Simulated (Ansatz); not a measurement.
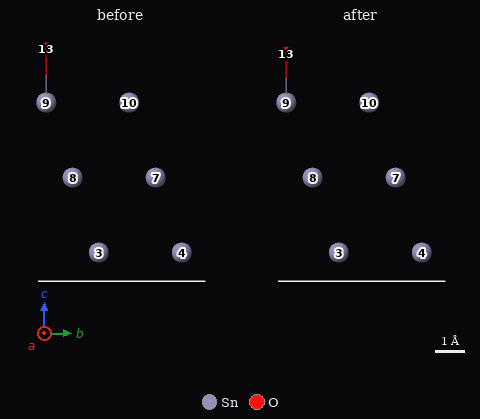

The structure of a slab of composition Sn12O (cut from the I4/mmm phase) before (left) and after (right) a constrained relaxation, at one scale.

The picture is a ball-and-stick view of the cell of the calculation, outlined in the plane, without the vacuum, seen along the a axis.

Case: O over the place (1/4, 0/4) of the surface cell, its height relaxed. The slab is the (1 0 1) face of Sn with O on it. 12 atoms are held fixed.

These are results of Ansatz, DFT PBE, scalar-relativistic, plane waves, PAW, not measurements. (plane-wave cutoff 420 eV; k-point mesh 5 × 5 × 1; occupations gaussian; smearing width 0.1 eV; no spin polarisation; dipole correction; atoms relaxed in a fixed cell; force threshold 0.02 eV/Å; at most 25 steps)

Q: Summarise the run.

A: The largest move is that of the O atom, 0.16 Å along the normal (−c). Sn stays in place. The cell stays as it was. Some distances before and after: O–Sn 2.054 → 1.914 Å. The energy falls by 0.180 eV per cell of the calculation in 2 accepted moves (3 points after the start). Largest force component: 2.1 eV/Å at the start, 0.014 eV/Å at the end. 1 step only repeated the SCF at the same geometry.

Limits of the set-up: the periodic images lie only 6.8 Å apart, so the values are limited by the cell's size.
